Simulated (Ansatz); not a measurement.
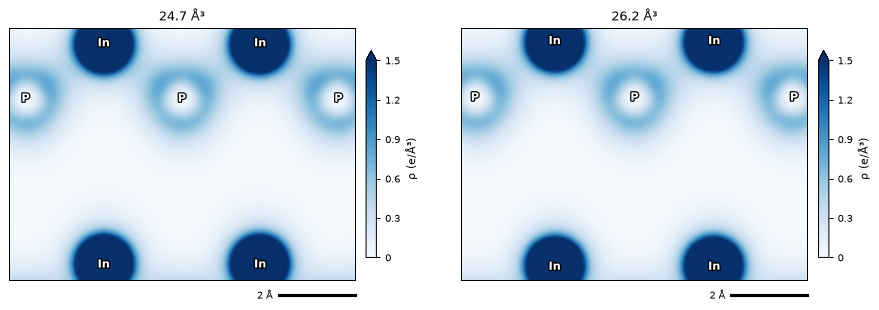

InP. The valence pseudo-density of cells scaled evenly to different volumes (given per atom above each panel), on the (101̄) plane of each (indices in the axes of the cell below), at one length scale and on one colour scale.

Computed with Ansatz 0.2.0, Kohn-Sham DFT of a periodic cell, LDA, spin-orbit coupling, Ansatz PAW.

The largest cell:

```
In P
1.0
     0.00000    2.96906    2.96906
     2.96906    0.00000    2.96906
     2.96906    2.96906    0.00000
In P
1 1
Direct
  0.00000 0.00000 0.00000
  0.75000 0.75000 0.75000
```

| volume (Å³/atom) | In–P contact in the plane (Å) | ρ at its midpoint (e/Å³) | pressure (GPa) | 
| --- | --- | --- | --- |
| 24.66 | 2.521 | 0.465 | 0.1 | 
| 25.17 | 2.538 | ? | ? | 
| 26.17 | 2.571 | 0.430 | −3.6 | 

### What values belong in the row with question marks?

Over the known rows ln ρ falls by 1.57 per Å of In–P distance (the line through the two), which gives 0.453 e/Å³ at 2.538 Å; the calculation gives 0.453 e/Å³. For the pressure, a straight line in volume between the neighbouring rows gives −1.1 GPa; the calculation gives −1.3.
